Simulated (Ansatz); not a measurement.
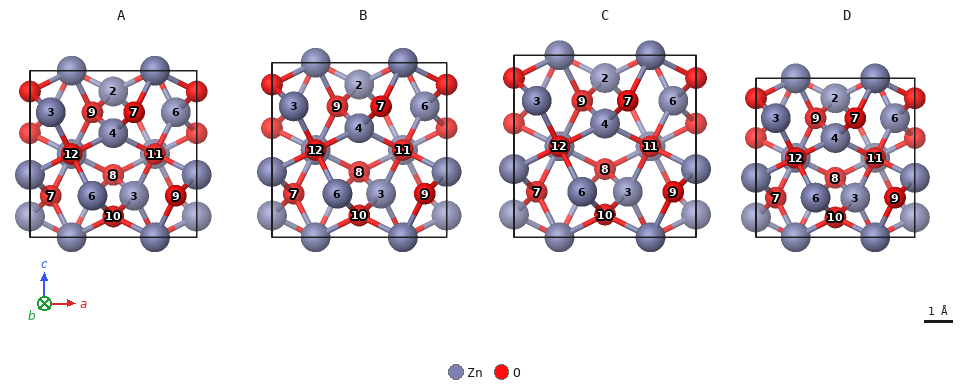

4 geometries from one relaxation of crystalline ZnO (a generated structure, set up in I-43d) (coarse preliminary run), in shuffled order. The picture is a ball-and-stick view of the conventional cell (2 times the calculation's cell), seen along the b axis. Lengths and directions refer to the drawn axes.

These are results of Ansatz 0.2.0, DFT PBE, scalar-relativistic, plane waves, PAW, not measurements. Settings: plane-wave cutoff 420 eV; k-point mesh 4 × 4 × 4; occupations gaussian; smearing width 0.1 eV; no spin polarisation; cell and atoms relaxed; force threshold 0.04 eV/Å; at most 70 steps.

### Put them in the order of the run, from the start to the converged end.

D, A, B, C. They are steps 0, 1, 2, 8, at +14.005 eV per cell of the calculation, +5.400 eV per cell of the calculation, +1.644 eV per cell of the calculation relative to the last. Over 6 accepted moves (8 points after the start) the energy falls by 14.005 eV per cell of the calculation. All forces vanish by symmetry, so only the cell relaxes. The pressure goes from 137.02 to 0.26 GPa. The SCF was repeated twice at an unchanged geometry on a basis and grid sized afresh for the cell, which shifted the energy by 1.019 eV per cell of the calculation at most. No atom moves by more than 0.005 Å relative to the cell. The drawn cell changes as follows: a = b = c 5.731 → 6.566 Å (+14.6 %); the volume changes by +50.4 %. Among the contacts that change: O–Zn 1.755 → 2.010 Å. The space group stays I-43d (No. 220).
